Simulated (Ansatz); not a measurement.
## Single-point calculation of Co3Si (part 2 of 2)

The same run, continued: Co3Si (8 atoms in the cell); DFT r2SCAN, scalar-relativistic, plane waves, PAW, spin-polarised (Ansatz 0.2.0); cutoff 500 eV, 6×6×4 k-mesh, Gaussian smearing of 0.1 eV, collinear spins. The structure derives from a Materials Project entry.

Geometry of the input (Å; fractional positions):
```
4.9765  0.0000  0.0000
-2.4882  4.3097  0.0000
0.0000  0.0000  3.9728
Co 0.1675  0.3349  0.7500
Co 0.6651  0.8325  0.7500
Co 0.1675  0.8325  0.7500
Co 0.8325  0.6651  0.2500
Co 0.3349  0.1675  0.2500
Co 0.8325  0.1675  0.2500
Si 0.6667  0.3333  0.7500
Si 0.3333  0.6667  0.2500
```

```
this state was not tested for a lower state beside it, because the mixer in use, unlike msr1, does not test its closes by its own steps (another_mixer; see scf.mixing.algorithm and scf.lower_state_search)
SCF converged after 21 iterations
Magnetization: 7.7728 μB (58.8864 up, 51.1136 down)
Absolute magnetization: 9.2865 μB (∫|ρ↑−ρ↓|, with the PAW one-centre terms)
Spin contamination: 0.2290 ħ² per cell (⟨S²⟩ above its minimum at these occupations)
Per-site moments (μB) at R_I (Å): [(1.4110087378832978, 1.0095425152633817), (1.4110087378832985, 1.0095425152633815), (1.4110087378832983, 1.0095425152633817), (1.411008737883298, 1.0095425152633815), (1.4110087378832987, 1.0095425152633815), (1.4110087378832987, 1.0095425152633817), (-0.08475945898440698, 1.0095425152633815), (-0.08475945898440772, 1.0095425152633815)]
Free energy (F): -32068.558195 eV
Harris-Foulkes:  -32068.558195 eV  (|F-HF|=1.52e-8)
Internal energy: -32068.523692 eV  (E = F + TS)
E sigma→0 (E₀):  -32068.540944 eV
Entropy (-TS):   -0.034503 eV (-4.313 meV/atom)
Fermi energy:    18.200556 eV
--- Per-component energies (eV) ---
  E_band       = -1576.738481
  E_kinetic    = 2823.935213
  E_local      = -19225.440179  (includes V_loc(G=0)·N_el)
  E_nonlocal   = 2794.831656
  E_hartree    = 8245.106364
  E_xc         = -1054.931057
  E_vxc        = -1489.316433  (∫ρ·V_xc dr)
  E_paw        = -10189.284125  (= ΣΔE_a)
  E_vpaw       = -3064.117749  (= ΣTr[D̂ρ^β])
  E_aug_tail   = 0.000205  (compensation charges beyond the density's cutoff)
  E_vtau       = 93.155220  (kinetic-family band-sum trace: ∫τ·v_τ [+ j·A + Jᵃ·Aᵃ] dr)
  E_ewald      = -15460.817665
  E_core_change = -1.924103  (= ΣΔE_core)
  E_smearing   = -0.034503  (= −TS)
  E_closure    = 0.000000  (closes the sum)
  Σ components = -32068.558195   (vs F -32068.558195, Δ=0.00e0)
--- Forces (eV/Å), atoms counted from 1 ---
  atom   1  Co     0.00000000     0.26231582    -0.00000000
  atom   2  Co    -0.22717216    -0.13115791     0.00000000
  atom   3  Co     0.22717216    -0.13115791     0.00000000
  atom   4  Co    -0.00000000    -0.26231582     0.00000000
  atom   5  Co     0.22717216     0.13115791    -0.00000000
  atom   6  Co    -0.22717216     0.13115791     0.00000000
  atom   7  Si     0.00000000     0.00000000    -0.00000000
  atom   8  Si    -0.00000000    -0.00000000     0.00000000
  max |Σ_I F_I| component: 1.90e-16 eV/Å
--- Stress (GPa, compression-positive) ---
       -4.721059      -0.000000       0.000000
       -0.000000      -4.721059       0.000000
        0.000000       0.000000       3.466436
  P = ⅓ Tr σ = -1.9919 GPa (-19.919 kbar)
--- Band table (eV; the first three rows and the last of 42) ---
  k-point 0 ↑: bands = ["-81.6634", "-81.6261", "-81.6261", "-81.6212", "-81.6055", "-81.6055", "-43.8014", "-43.7134", "-43.7134", "-43.6756", "-43.6179", "-43.5959", "-43.5959", "-43.5589", "-43.4789", "-43.4789", "-43.4461", "-43.4461", "-43.2298", "-43.2298", "-43.1749", "-43.1722", "-43.1722", "-43.0837", "5.4498", "9.3311", "12.1503", "12.7412", "12.7412", "12.8448", "12.8448", "13.0005", "13.0396", "13.4869", "13.4869", "13.7332", "13.7332", "13.9368", "14.8133", "14.8815", "14.8815", "14.9780", "15.2760", "15.2760", "15.3401", "16.0377", "16.0377", "16.2000", "16.2000", "16.2389", "16.2389", "16.3196", "16.3196", "17.0400", "17.1915", "17.1952", "17.3644", "17.9825", "17.9825", "18.0497", "19.1509", "19.1509", "21.1083", "22.1726", "24.7302", "24.7302", "25.7930", "25.7930", "26.2956", "26.7954", "26.7954", "27.2580", "28.9025", "28.9076", "28.9076", "30.5757", "30.5757"]
  k-point 1 ↑: bands = ["-81.6572", "-81.6274", "-81.6230", "-81.6230", "-81.6085", "-81.6085", "-43.7748", "-43.7048", "-43.7048", "-43.6815", "-43.6248", "-43.6248", "-43.6178", "-43.5805", "-43.4681", "-43.4681", "-43.4476", "-43.4476", "-43.2161", "-43.2161", "-43.1750", "-43.1750", "-43.1616", "-43.0971", "6.0318", "8.9431", "12.1321", "12.2441", "12.8295", "12.8295", "12.9608", "12.9608", "12.9681", "13.7163", "13.7163", "13.8716", "13.8716", "14.0127", "14.6285", "15.1011", "15.1020", "15.1020", "15.4715", "15.4715", "15.8143", "15.8414", "15.8414", "15.9199", "15.9199", "16.3245", "16.3245", "16.4453", "16.4453", "16.6543", "16.7445", "17.2465", "17.3449", "17.4870", "17.4870", "17.9147", "18.6648", "18.6648", "21.0839", "23.2222", "23.4976", "23.4976", "24.0027", "24.0027", "24.9459", "28.1775", "28.1775", "28.9998", "31.6393", "31.6393", "32.4722", "32.8375", "32.8375"]
  k-point 2 ↑: bands = ["-81.6423", "-81.6423", "-81.6158", "-81.6158", "-81.6158", "-81.6158", "-43.7169", "-43.7169", "-43.6737", "-43.6737", "-43.6737", "-43.6737", "-43.6109", "-43.6109", "-43.4543", "-43.4543", "-43.4543", "-43.4543", "-43.1902", "-43.1902", "-43.1902", "-43.1902", "-43.1294", "-43.1294", "7.5436", "7.5436", "11.6043", "11.6043", "12.9446", "12.9446", "12.9446", "12.9446", "14.0801", "14.0801", "14.1447", "14.1447", "14.1447", "14.1447", "14.7081", "14.7081", "15.3458", "15.3458", "15.3458", "15.3458", "15.8491", "15.8491", "15.8491", "15.8491", "15.8607", "15.8607", "16.4340", "16.4340", "16.4340", "16.4340", "17.2969", "17.2969", "17.4156", "17.4156", "17.4156", "17.4156", "17.4457", "17.4457", "21.4478", "21.4478", "22.9633", "22.9633", "22.9633", "22.9633", "29.3243", "29.3243", "30.8292", "30.8292", "30.8292", "30.8292", "33.3975", "33.3975", "34.6460"]
  k-point 20 ↓: bands = ["-79.4052", "-79.4052", "-79.4029", "-79.4029", "-79.3895", "-79.3895", "-41.3857", "-41.3857", "-41.3678", "-41.3678", "-41.3442", "-41.3442", "-41.2588", "-41.2588", "-41.2563", "-41.2563", "-41.2136", "-41.2136", "-41.1966", "-41.1966", "-41.1726", "-41.1726", "-41.1437", "-41.1437", "8.4910", "8.4910", "10.6947", "10.6947", "11.9759", "11.9759", "14.4381", "14.4381", "14.4623", "14.4623", "15.5647", "15.5647", "15.5810", "15.5810", "16.0572", "16.0572", "16.4145", "16.4145", "16.8042", "16.8042", "17.0140", "17.0140", "17.5801", "17.5801", "17.8417", "17.8417", "18.1462", "18.1462", "18.4928", "18.4928", "18.7885", "18.7885", "18.9597", "18.9597", "19.0256", "19.0256", "21.4545", "21.4545", "23.2767", "23.2767", "24.0341", "24.0341", "27.4542", "27.4542", "27.9060", "27.9060", "29.7681", "29.7681", "30.2904", "30.2904", "31.7821", "31.7821", "31.8516"]
--- Löwdin populations: 8 sites ---
  site symbol       q [e]    m [muB]
     0     Co     16.6036     1.3941
     1     Co     16.6036     1.3941
     2     Co     16.6036     1.3941
     3     Co     16.6036     1.3941
     4     Co     16.6036     1.3941
     5     Co     16.6036     1.3941
     6     Si      4.5237    -0.1449
     7     Si      4.5237    -0.1449
  spilling = 0.012098 (of n_electrons = 110.000000)
```

File populations.tsv
```
# site	symbol	l	j	q_up	q_dn
# orbitals = lowdin
# n_electrons = 110.000000
# spilling = 0.012098
0	Co	0_3S	-	0.989482	0.989973
0	Co	0_4S	-	0.354310	0.370776
0	Co	1_3P	-	2.997936	2.998016
0	Co	2_3D	-	4.657116	3.246018
1	Co	0_3S	-	0.989482	0.989973
1	Co	0_4S	-	0.354310	0.370776
1	Co	1_3P	-	2.997936	2.998016
1	Co	2_3D	-	4.657116	3.246018
2	Co	0_3S	-	0.989482	0.989973
2	Co	0_4S	-	0.354310	0.370776
2	Co	1_3P	-	2.997936	2.998016
2	Co	2_3D	-	4.657116	3.246018
3	Co	0_3S	-	0.989482	0.989973
3	Co	0_4S	-	0.354310	0.370776
3	Co	1_3P	-	2.997936	2.998016
3	Co	2_3D	-	4.657116	3.246018
4	Co	0_3S	-	0.989482	0.989973
4	Co	0_4S	-	0.354310	0.370776
4	Co	1_3P	-	2.997936	2.998016
4	Co	2_3D	-	4.657116	3.246018
5	Co	0_3S	-	0.989482	0.989973
5	Co	0_4S	-	0.354310	0.370776
5	Co	1_3P	-	2.997936	2.998016
5	Co	2_3D	-	4.657116	3.246018
6	Si	0_3S	-	0.680800	0.682750
6	Si	1_3P	-	1.508624	1.651552
7	Si	0_3S	-	0.680800	0.682750
7	Si	1_3P	-	1.508624	1.651552
```

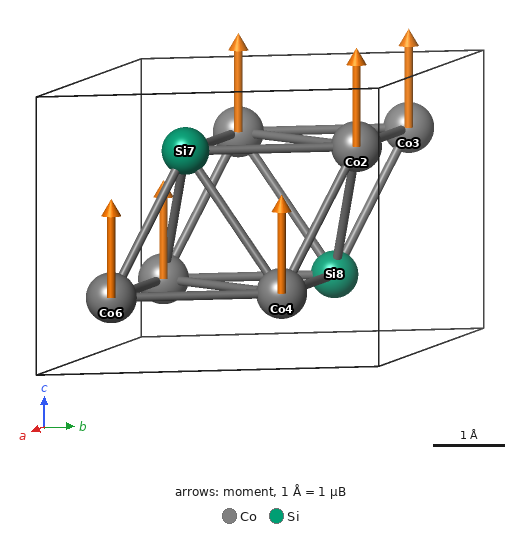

*Magnetic moments of the sites as orange arrows (ball-and-stick view of the cell of the calculation, seen at an oblique angle; atoms are numbered from 1 in the order of the input); small moments hardly show. The run is collinear, so the axis drawn is arbitrary.*

Site moments: all 6 Co atoms (1.41 μB); Si7, Si8 (−0.08 μB). They are counted near the atoms and needn't add up to the moment of the cell.

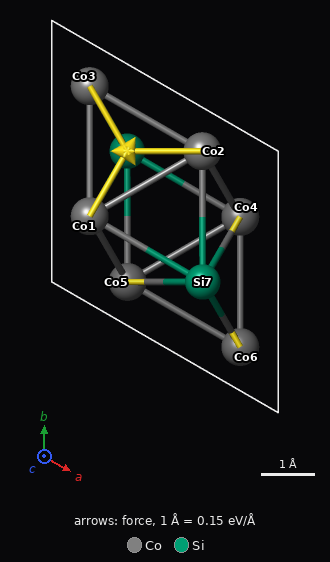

*Forces on the atoms as yellow arrows (ball-and-stick view of the cell of the calculation, along the c axis; atoms are numbered from 1 in the order of the input).*

The largest act on all 6 Co atoms (0.26 eV/Å). The geometry is not a stationary point of this energy.
